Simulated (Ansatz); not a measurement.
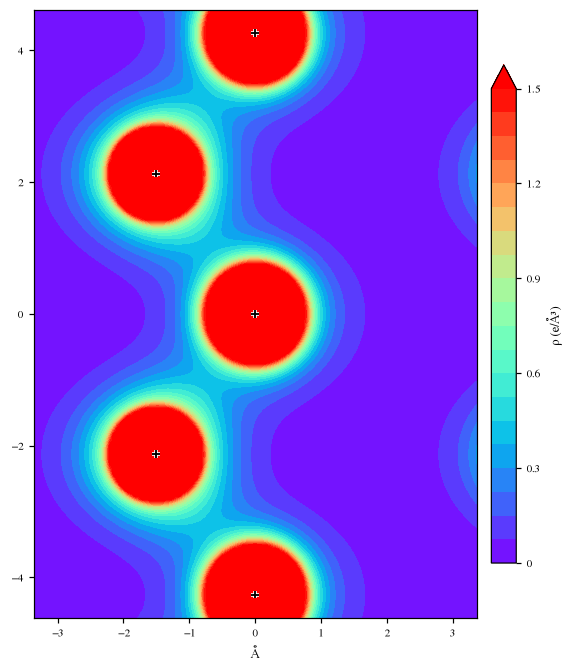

The valence charge density (pseudo) on a plane through atoms (crosses mark nuclei in the plane).

Level of theory: Ansatz, DFT LDA, scalar-relativistic, plane waves, PAW.

Candidates:
A. ZrN, a = 4.52 Å, b = 4.52 Å, c = 4.52 Å, α = 90.00°, β = 90.00°, γ = 90.00°. Space group Fm-3m; computed without spin polarisation.
B. BAs, a = 4.73 Å, b = 4.73 Å, c = 4.73 Å, α = 90.00°, β = 90.00°, γ = 90.00°. Space group F-43m.
C. InAs, a = 6.03 Å, b = 6.03 Å, c = 6.03 Å, α = 90.00°, β = 90.00°, γ = 90.00°. Space group F-43m.

> Which candidate gave the map?

Candidate C: InAs on the (110) plane of the conventional cell, which holds In and As. In–As (2.61 Å): ρ is about 0.42 e/Å³ halfway.
